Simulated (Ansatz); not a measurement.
# Geometry relaxation, with input and output: AlGaN2

System: AlGaN2 (P-4m2, 4 atoms in the cell).
Method: DFT r2SCAN, scalar-relativistic, plane waves, PAW, no spin polarisation (Ansatz 0.2.0).

The structure derives from a Materials Project entry.

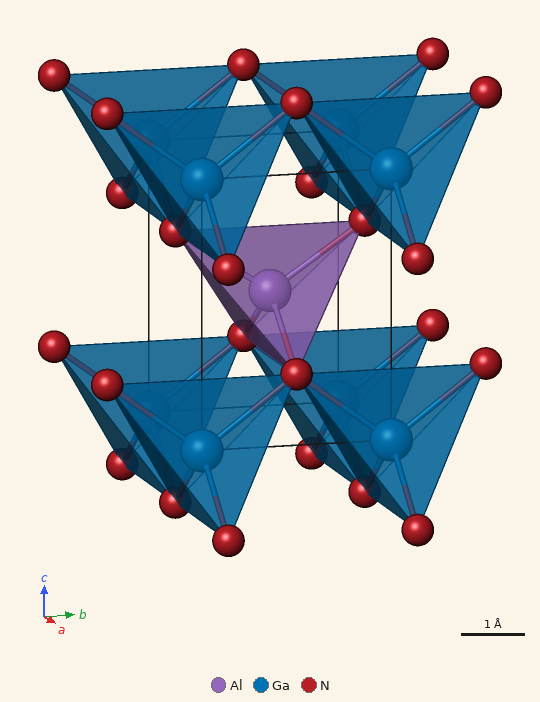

The input geometry (polyhedral view of the cell of the calculation, seen slightly off an axis; polyhedra are completed across the faces of the cell). An atom can appear more than once, as a periodic image.

Summary:

- outcome: converged
- space group (tolerance 0.01 Å): P-4m2 (115)
- electrons treated: 26
- free energy: −5104.8080 eV
- Fermi energy: 9.857 eV
- gap on the k-point mesh: 3.37 eV
- pressure: 0.01 GPa
- final volume: 43.56 Å³
- largest force (length of the vector) at the end: under 0.001 eV/Å
- final cell: a = 3.139 Å, b = 3.139 Å, c = 4.422 Å, α = 90.00°, β = 90.00°, γ = 90.00°
- hardware: 1 thread of Intel Xeon @ 2.50GHz (Skylake/Cascade Lake), 189 GiB of memory available, shared host
- wall time: 64 s
- peak memory: 0.5 GiB

Input:
```yaml
crystal:
  lattice:
    - [3.1408770487, 0.0, 0.0]
    - [0.0, 3.1408770487, 0.0]
    - [0.0, 0.0, 4.42383794]
  atoms:
    - { symbol: Al, position: [0.5, 0.5, 0.5] }
    - { symbol: Ga, position: [0.0, 0.0, 0.0] }
    - { symbol: "N", position: [0.5, 0.0, 0.73826481] }
    - { symbol: "N", position: [0.0, 0.5, 0.26173519] }
basis:
  ecutwfc: 500
kpoints:
  mp_grid: { grid: [8, 8, 6] }
hamiltonian:
  xc: r2scan
scf:
  occupations: { method: gaussian, width: 0.02 }
output:
  forces: true
  stress: true
  eigenvalues: true
relax:
  adjacent_minimum: "off"
  f_tol: 0.005
  max_steps: 80
  cell: { stress_tol: 0.05 }
```

Launched with:
```bash
ansatz run input.yaml --threads 1 --pin off --max-ram 2560MiB --backend cpu --events-out ev --progress --plain --runs-dir out
```

The program's output:
```
Engine: ansatz 0.2.0, x86_64-unknown-linux-gnu
Pseudopotentials: kind: paw
Pseudopotential: Al, paw, valence charge 3, recommended cutoff 500 eV (meta_gga), Al.paw.azcp
Pseudopotential: Ga, paw, valence charge 13, recommended cutoff 500 eV (meta_gga), Ga.paw.azcp
Pseudopotential: N, paw, valence charge 5, recommended cutoff 500 eV (meta_gga), N.paw.azcp
Functional definition: r2SCAN
  parameter k0 = 0.174
  parameter k1 = 0.065
  parameter a1 = 4.9479
  exchange = r2scan_x(k0 = k0, k1 = k1, a1 = a1)
  correlation = r2scan_c
Crystal: 4 atoms, lattice volume = 43.642 Å³
Basis set: ecut = 500 eV, 1093 PW (Γ), exchange–correlation on 96×96×144 points (64 copies of the dense FFT grid, shifted against one another)
Bands: 17, of which v1, the nominal top of the filled ones, is band 13 counted from 1 (12 counted from 0)
Symmetry: 8 space group operations
Space group: P-4m2 (ITA 115), of the structure as read, at distance tolerance 3.5e-5 Å
k-points: 60 of 384 (time reversal used)
Non-local potential: Al, projectors of the file, l = 0: 2, l = 1: 2, l = 2: 1
Non-local potential: Ga, projectors of the file, l = 0: 2, l = 1: 2, l = 2: 3, l = 3: 1
Non-local potential: N, projectors of the file, l = 0: 2, l = 1: 2, l = 2: 1
PAW form: soft (Blöchl's): semilocal exchange-correlation on the pseudo side does not see the compensation charge
PAW frozen core: Al, regenerated for the run's functional (the file was generated under x = pbe(κ = 0.804, μ = 0.2195149727645171), c = pbe(β = 0.06672455060314922))
PAW frozen core: Ga, regenerated for the run's functional (the file was generated under x = pbe(κ = 0.804, μ = 0.2195149727645171), c = pbe(β = 0.06672455060314922))
PAW frozen core: N, regenerated for the run's functional (the file was generated under x = pbe(κ = 0.804, μ = 0.2195149727645171), c = pbe(β = 0.06672455060314922))
PAW one-centre angular grid: Al, 302 points (default); XC on 160 Gauss nodes
PAW one-centre angular grid: Ga, 590 points (default); XC on 160 Gauss nodes
PAW one-centre angular grid: N, 302 points (default); XC on 160 Gauss nodes
Initial density: superposition of atomic densities (neutral atoms: chi_scale 0, normalization atom), corrected by the library's trained network
Initial wavefunctions: pseudopotential atomic-orbital guess
Functional: x = r2scan, c = r2scan; τ floored in thin density (d = 2e-4 eV/Å³)
SCF iter   1: F=—  HF=-5104.706613 eV  |F-HF|=—  |Δ(HF+E_count)|=         —  Δρ=9.77e-3  dr2=2.44e-2  dr2_τ=2.48e-1  ethr=1.77e-3  ⟨swp⟩=6.0  Hψ=5373  notcnv=0
preconditioner: auto → none  [insulator: Δε(μ)=3.297 eV  Ē_g=16.740 eV  σ=0.020 eV  W_gap=1.00  n_scr=14 (ndim 8)  ℏωp=28.7 eV  f_vac=0.000  D(μ)=0.00/eV (n_scr^D=0)  ε∞_Penn≈3.9]
SCF iter   2: F=—  HF=-5104.807720 eV  |F-HF|=—  |Δ(HF+E_count)|=   1.01e-1  Δρ=4.40e-3  dr2=4.74e-3  dr2_τ=1.83e-4  ethr=9.39e-5  ⟨swp⟩=3.0  Hψ=2740  notcnv=0
SCF iter   3: F=—  HF=-5104.807582 eV  |F-HF|=—  |Δ(HF+E_count)|=   1.38e-4  Δρ=2.68e-3  dr2=1.14e-3  dr2_τ=6.55e-5  ethr=1.82e-5  ⟨swp⟩=2.0  Hψ=1922  notcnv=0
SCF iter   4: F=—  HF=-5104.807578 eV  |F-HF|=—  |Δ(HF+E_count)|=   3.83e-6  Δρ=5.89e-4  dr2=1.68e-4  dr2_τ=4.98e-5  ethr=4.38e-6  ⟨swp⟩=2.0  Hψ=1924  notcnv=0
SCF iter   5: F=—  HF=-5104.807539 eV  |F-HF|=—  |Δ(HF+E_count)|=   3.88e-5  Δρ=1.32e-4  dr2=7.16e-6  dr2_τ=4.16e-7  ethr=6.47e-7  ⟨swp⟩=2.2  Hψ=1738  notcnv=0
SCF iter   6: F=—  HF=-5104.807537 eV  |F-HF|=—  |Δ(HF+E_count)|=   2.24e-6  Δρ=7.88e-5  dr2=2.82e-6  dr2_τ=1.62e-7  ethr=2.75e-8  ⟨swp⟩=2.0  Hψ=1779  notcnv=0
SCF iter   7: F=—  HF=-5104.807537 eV  |F-HF|=—  |Δ(HF+E_count)|=   3.12e-7  Δρ=3.77e-5  dr2=6.44e-7  dr2_τ=8.28e-9  ethr=1.08e-8  ⟨swp⟩=2.0  Hψ=1374  notcnv=0
SCF iter   8: F=-5104.807537 eV  HF=-5104.807537 eV  |F-HF|=3.60e-8  |Δ(HF+E_count)|=   1.01e-7  Δρ=1.17e-5  dr2=6.30e-8  dr2_τ=1.23e-9  ethr=3.85e-10  ⟨swp⟩=3.0  Hψ=3813  notcnv=0
SCF 1 converged in 8 iterations: F = -5104.807537 eV  dr2 = 6.30e-8
  greatest PAW one-centre occupation: 0.995 electrons in one spin orbital (limit 2), on the Ga atom at site 1 (counted from 0), in its partial waves of l = 2
relax step   1: F+E_penalty+E_count = -5104.80753665 eV  Δ(F+E_penalty+E_count) = +0.000e0 eV  max|allowed force component| = 9.319e-2 eV/Å  Δτ_max = 0.0000 Å  P = -0.369 GPa  Ω = 43.642 Å³  (8 SCF iters, dr2 threshold 1.00e-7 eV, accepted)
Crystal: 4 atoms, lattice volume = 43.591 Å³
Initial density: handed on by an earlier stage of this run
Initial wavefunctions: those handed on with the density
iter 1 solved again at ethr=2.65e-7 eV; its pass at ethr=3.10e-3 eV (dr2=6.89e-5 eV) is discarded
SCF iter   1: F=—  HF=-5104.807909 eV  |F-HF|=—  |Δ(HF+E_count)|=         —  Δρ=3.40e-4  dr2=7.22e-5  dr2_τ=2.17e-4  ethr=2.65e-7  ⟨swp⟩=1.6  Hψ=4933  notcnv=0
preconditioner: auto → none  [insulator: Δε(μ)=3.363 eV  Ē_g=16.641 eV  σ=0.020 eV  W_gap=1.00  n_scr=14 (ndim 8)  ℏωp=28.7 eV  f_vac=0.000  D(μ)=0.00/eV (n_scr^D=0)  ε∞_Penn≈4.0]
SCF iter   2: F=—  HF=-5104.807916 eV  |F-HF|=—  |Δ(HF+E_count)|=   6.34e-6  Δρ=9.21e-5  dr2=2.30e-6  dr2_τ=1.45e-6  ethr=2.65e-7  ⟨swp⟩=2.3  Hψ=1579  notcnv=0
SCF iter   3: F=—  HF=-5104.807916 eV  |F-HF|=—  |Δ(HF+E_count)|=   1.74e-8  Δρ=4.37e-5  dr2=4.05e-7  dr2_τ=1.35e-8  ethr=1.54e-9  ⟨swp⟩=5.0  Hψ=4628  notcnv=0
SCF iter   4: F=-5104.807916 eV  HF=-5104.807916 eV  |F-HF|=5.44e-8  |Δ(HF+E_count)|=   2.50e-7  Δρ=1.34e-5  dr2=3.52e-8  dr2_τ=2.29e-9  ethr=1.54e-9  ⟨swp⟩=5.0  Hψ=4220  notcnv=0
SCF 2 converged in 4 iterations: F = -5104.807916 eV  dr2 = 3.52e-8
relax step   2: F+E_penalty+E_count = -5104.80791572 eV  Δ(F+E_penalty+E_count) = -3.791e-4 eV  max|allowed force component| = 3.925e-2 eV/Å  Δτ_max = 0.0021 Å  P = -0.134 GPa  Ω = 43.591 Å³  energy of the carried Pulay correction = +2.217e-5 eV  (4 SCF iters, dr2 threshold 4.00e-7 eV, accepted)
Crystal: 4 atoms, lattice volume = 43.562 Å³
iter 1 solved again at ethr=1.23e-7 eV; its pass at ethr=3.10e-3 eV (dr2=3.20e-5 eV) is discarded
SCF iter   1: F=—  HF=-5104.808000 eV  |F-HF|=—  |Δ(HF+E_count)|=         —  Δρ=2.27e-4  dr2=3.40e-5  dr2_τ=1.12e-4  ethr=1.23e-7  ⟨swp⟩=1.8  Hψ=4990  notcnv=0
preconditioner: auto → none  [insulator: Δε(μ)=3.369 eV  Ē_g=16.646 eV  σ=0.020 eV  W_gap=1.00  n_scr=14 (ndim 8)  ℏωp=28.7 eV  f_vac=0.000  D(μ)=0.00/eV (n_scr^D=0)  ε∞_Penn≈4.0]
SCF iter   2: F=—  HF=-5104.808002 eV  |F-HF|=—  |Δ(HF+E_count)|=   1.75e-6  Δρ=6.56e-5  dr2=1.22e-6  dr2_τ=5.35e-7  ethr=1.23e-7  ⟨swp⟩=2.0  Hψ=1380  notcnv=0
SCF iter   3: F=—  HF=-5104.808002 eV  |F-HF|=—  |Δ(HF+E_count)|=   2.01e-8  Δρ=3.32e-5  dr2=2.29e-7  dr2_τ=7.49e-9  ethr=3.70e-10  ⟨swp⟩=5.4  Hψ=4685  notcnv=0
SCF iter   4: F=-5104.808002 eV  HF=-5104.808002 eV  |F-HF|=3.65e-8  |Δ(HF+E_count)|=   1.49e-7  Δρ=1.08e-5  dr2=2.41e-8  dr2_τ=7.79e-10  ethr=3.70e-10  ⟨swp⟩=4.0  Hψ=3524  notcnv=0
SCF 3 converged in 4 iterations: F = -5104.808002 eV  dr2 = 2.41e-8
relax step   3: F+E_penalty+E_count = -5104.80800230 eV  Δ(F+E_penalty+E_count) = -8.659e-5 eV  max|allowed force component| = 3.235e-4 eV/Å  Δτ_max = 0.0015 Å  P = +0.006 GPa  Ω = 43.562 Å³  energy of the carried Pulay correction = +3.527e-5 eV  (4 SCF iters, dr2 threshold 9.63e-8 eV, accepted)
Initial wavefunctions: pseudopotential atomic-orbital guess (no wavefunctions were taken with the density)
iter 1 solved again at ethr=2.19e-8 eV; its pass at ethr=3.10e-3 eV (dr2=5.69e-6 eV) is discarded
SCF iter   1: F=—  HF=-5104.807969 eV  |F-HF|=—  |Δ(HF+E_count)|=         —  Δρ=1.30e-5  dr2=3.23e-8  dr2_τ=2.58e-9  ethr=2.19e-8  ⟨swp⟩=3.0  Hψ=8367  notcnv=0
preconditioner: auto → none  [insulator: Δε(μ)=3.369 eV  Ē_g=16.645 eV  σ=0.020 eV  W_gap=1.00  n_scr=14 (ndim 8)  ℏωp=28.7 eV  f_vac=0.000  D(μ)=0.00/eV (n_scr^D=0)  ε∞_Penn≈4.0]
SCF iter   2: F=—  HF=-5104.807968 eV  |F-HF|=—  |Δ(HF+E_count)|=   5.06e-7  Δρ=4.96e-6  dr2=4.26e-9  dr2_τ=5.33e-10  ethr=1.24e-10  ⟨swp⟩=2.0  Hψ=1786  notcnv=0
SCF iter   3: F=—  HF=-5104.807968 eV  |F-HF|=—  |Δ(HF+E_count)|=   1.02e-9  Δρ=2.80e-6  dr2=1.23e-9  dr2_τ=8.20e-11  ethr=1.64e-11  ⟨swp⟩=2.0  Hψ=1742  notcnv=0
SCF iter   4: F=—  HF=-5104.807968 eV  |F-HF|=—  |Δ(HF+E_count)|=   1.04e-9  Δρ=1.33e-6  dr2=3.90e-10  dr2_τ=5.12e-11  ethr=4.72e-12  ⟨swp⟩=2.0  Hψ=1389  notcnv=0
SCF iter   5: F=-5104.807968 eV  HF=-5104.807968 eV  |F-HF|=5.46e-12  |Δ(HF+E_count)|=  8.55e-11  Δρ=2.40e-7  dr2=1.14e-11  dr2_τ=4.93e-13  ethr=1.00e-12  ⟨swp⟩=2.9  Hψ=3973  notcnv=0
SCF 4 converged in 5 iterations: F = -5104.807968 eV  dr2 = 1.14e-11
relax step   4: F+E_penalty+E_count = -5104.80796825 eV  Δ(F+E_penalty+E_count) = +3.405e-5 eV  max|allowed force component| = 4.361e-4 eV/Å  Δτ_max = 0.0000 Å  P = +0.006 GPa  Ω = 43.562 Å³  stress off target by 1.12e-2 GPa  SCF on the basis re-selected at this cell (its energy is not comparable with the rows above)  (5 SCF iters)
```

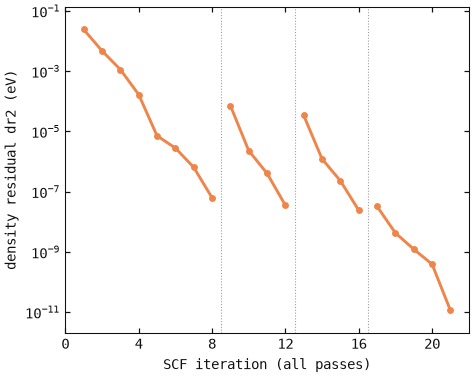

Convergence of the self-consistent field: density residual dr2 against the SCF iteration. The dotted lines part the SCF passes of the relaxation: geometry steps, rejected trials and re-solves on a re-selected basis. The passes take 8, 4, 4 and 5 iterations.

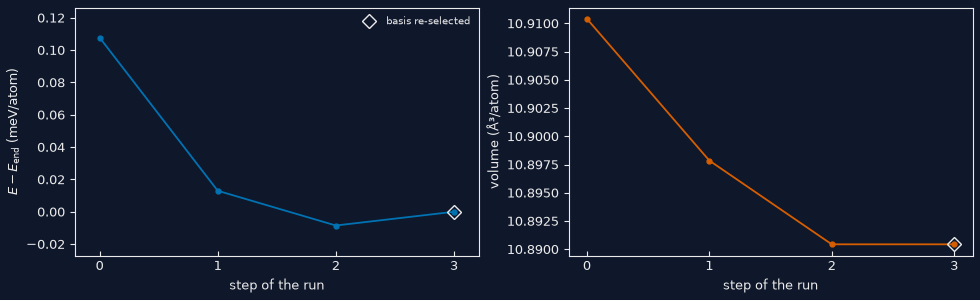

Progress of the relaxation, step by step (the first geometry is step 0 here and step 1 in the log). No atom moves by more than 0.005 Å relative to the cell. Cell: a = b 3.141 → 3.139 Å (−0.1 %), c 4.424 → 4.422 Å (0.0 %). Volume −0.2 %. The space group stays P-4m2 (No. 115). The energy falls by 0.1 meV per atom in 2 geometry steps. The largest force component goes from 0.093 to 0.00044 eV/Å. The pressure goes from −0.37 to 0.01 GPa. A last SCF at the same geometry on a re-selected plane-wave basis shifts the energy by +0.0 meV per atom.

```
basis re-selected at this cell: Δ(F+E_penalty+E_count) = +3.405e-5 eV, ΔP = -0.000 GPa vs the last step (what re-selecting the basis moved, of the pressure what is left beyond the Pulay correction that the steps carried, after the strain that the cell walked since its last selection, with what the two solves' SCF thresholds leave and, on support functions, any second-order correction that the steps lacked; it is no measure of the basis error at this ecutwfc). This SCF's stress stands 1.12e-2 GPa from its target on what of the cell is left free (relax.cell.stress_tol is 5.00e-2 GPa) and its largest allowed force component is 4.36e-4 eV/Å (relax.f_tol is 5.00e-3 eV/Å): within both
SCF converged after 5 iterations
Free energy (F): -5104.807968 eV
Harris-Foulkes:  -5104.807968 eV  (|F-HF|=5.46e-12)
Internal energy: -5104.807968 eV  (E = F + TS)
E sigma→0 (E₀):  -5104.807968 eV
Fermi energy:    9.856503 eV
--- Per-component energies (eV) ---
  E_band       = -12.147496
  E_kinetic    = 407.548125
  E_local      = -2470.863597  (includes V_loc(G=0)·N_el)
  E_nonlocal   = 530.697226
  E_hartree    = 1122.349927
  E_xc         = -220.607367
  E_vxc        = -262.772225  (∫ρ·V_xc dr)
  E_paw        = -2739.689573  (= ΣΔE_a)
  E_vpaw       = -475.704415  (= ΣTr[D̂ρ^β])
  E_aug_tail   = -0.000015  (compensation charges beyond the density's cutoff)
  E_vtau       = 14.247529  (kinetic-family band-sum trace: ∫τ·v_τ [+ j·A + Jᵃ·Aᵃ] dr)
  E_ewald      = -1733.470389
  E_core_change = -0.772307  (= ΣΔE_core)
  E_smearing   = -0.000000  (= −TS)
  E_closure    = -0.000000  (closes the sum)
  Σ components = -5104.807968   (vs F -5104.807968, Δ=0.00e0)
--- Forces (eV/Å), atoms counted from 1 ---
  atom   1  Al    -0.00000000    -0.00000000     0.00000000
  atom   2  Ga     0.00000000    -0.00000000     0.00000000
  atom   3  N      0.00000000     0.00000000     0.00043606
  atom   4  N      0.00000000     0.00000000    -0.00043606
  max |Σ_I F_I| component: 8.33e-17 eV/Å
--- Stress (GPa, compression-positive) ---
        0.003272      -0.000000      -0.000000
       -0.000000       0.003272      -0.000000
       -0.000000      -0.000000       0.011230
  P = ⅓ Tr σ = 0.0059 GPa (0.059 kbar)
--- Band table (eV; the first three rows and the last of 60) ---
  k-point 0: bands = ["-8.1273", "-6.5655", "-5.2171", "-5.2171", "-5.1504", "-4.9969", "-4.1001", "2.5626", "5.7779", "5.7779", "7.9585", "8.1719", "8.1719", "11.5410", "12.2604", "16.5610", "20.2805"]
  k-point 1: bands = ["-8.0093", "-6.6188", "-5.2190", "-5.2190", "-5.1472", "-4.9969", "-4.3131", "2.8852", "5.9021", "5.9021", "7.3833", "7.9900", "7.9900", "12.1041", "12.6960", "16.7108", "19.8064"]
  k-point 2: bands = ["-7.6903", "-6.8061", "-5.2228", "-5.2228", "-5.1348", "-4.9968", "-4.7189", "3.6524", "6.2399", "6.2399", "6.3092", "7.5405", "7.5405", "13.2153", "13.6587", "17.0124", "18.6566"]
  k-point 59: bands = ["-6.5794", "-6.5794", "-5.1996", "-5.0498", "-5.0151", "-3.8222", "-3.8222", "2.9564", "3.7604", "4.1481", "4.8245", "4.9319", "4.9319", "14.9582", "14.9582", "17.8327", "19.8858"]
--- Relaxed structure (3 steps of the walk, 3 accepted, 1 SCFs on fresh bases) ---
  F+E_penalty+E_count = -5104.80796825 eV   max|allowed force component| = 4.361e-4 eV/Å   (the final SCF, on the basis selected at the relaxed cell)
  cell:  # Å, volume = 43.5618 Å³
    - [3.138526425200985, -1.0738354706139645e-35, 6.872547011929373e-34]
    - [-1.0738354706139645e-35, 3.138526425200985, 0.0]
    - [9.679791263523199e-34, 0.0, 4.422356739715555]
  atoms:
    - { symbol: Al, position: [0.5, 0.5, 0.49999999999999994] }
    - { symbol: Ga, position: [1.197621512815418e-35, 8.05598976674994e-87, -1.2254090081852142e-20] }
    - { symbol: N, position: [0.5, 3.3409558876152446e-52, 0.7390831717639816] }
    - { symbol: N, position: [-2.8503392005006946e-34, 0.5, 0.26091682823601825] }
```

Trajectory as extended XYZ (Å, eV, eV/Å), 4 frames, from step=1 to step=4:
```
4
Lattice="3.1409 0.0000 0.0000 0.0000 3.1409 0.0000 0.0000 0.0000 4.4238" Properties=species:S:1:pos:R:3:forces:R:3 step=1 energy=-5104.80754 pressure_GPa=-0.37
Al    1.5704    1.5704    2.2119    0.0000   0.0000   0.0000
Ga    0.0000    0.0000    0.0000    0.0000   0.0000   0.0000
N     1.5704    0.0000    3.2660    0.0000   0.0000   0.0932
N     0.0000    1.5704    1.1579    0.0000   0.0000  -0.0932
4
Lattice="3.1396 0.0000 0.0000 0.0000 3.1396 0.0000 0.0000 0.0000 4.4224" Properties=species:S:1:pos:R:3:forces:R:3 step=2 energy=-5104.80792 pressure_GPa=-0.13
Al    1.5698    1.5698    2.2112    0.0000   0.0000   0.0000
Ga    0.0000    0.0000    0.0000    0.0000   0.0000   0.0000
N     1.5698    0.0000    3.2670    0.0000   0.0000   0.0392
N     0.0000    1.5698    1.1554    0.0000   0.0000  -0.0392
4
Lattice="3.1385 0.0000 0.0000 0.0000 3.1385 0.0000 0.0000 0.0000 4.4224" Properties=species:S:1:pos:R:3:forces:R:3 step=3 energy=-5104.80800 pressure_GPa=0.01
Al    1.5693    1.5693    2.2112    0.0000   0.0000   0.0000
Ga    0.0000    0.0000    0.0000    0.0000   0.0000   0.0000
N     1.5693    0.0000    3.2685    0.0000   0.0000   0.0003
N     0.0000    1.5693    1.1539    0.0000   0.0000  -0.0003
4
Lattice="3.1385 0.0000 0.0000 0.0000 3.1385 0.0000 0.0000 0.0000 4.4224" Properties=species:S:1:pos:R:3:forces:R:3 step=4 energy=-5104.80797 pressure_GPa=0.01
Al    1.5693    1.5693    2.2112    0.0000   0.0000   0.0000
Ga    0.0000    0.0000    0.0000    0.0000   0.0000   0.0000
N     1.5693    0.0000    3.2685    0.0000   0.0000   0.0004
N     0.0000    1.5693    1.1539    0.0000   0.0000  -0.0004
```
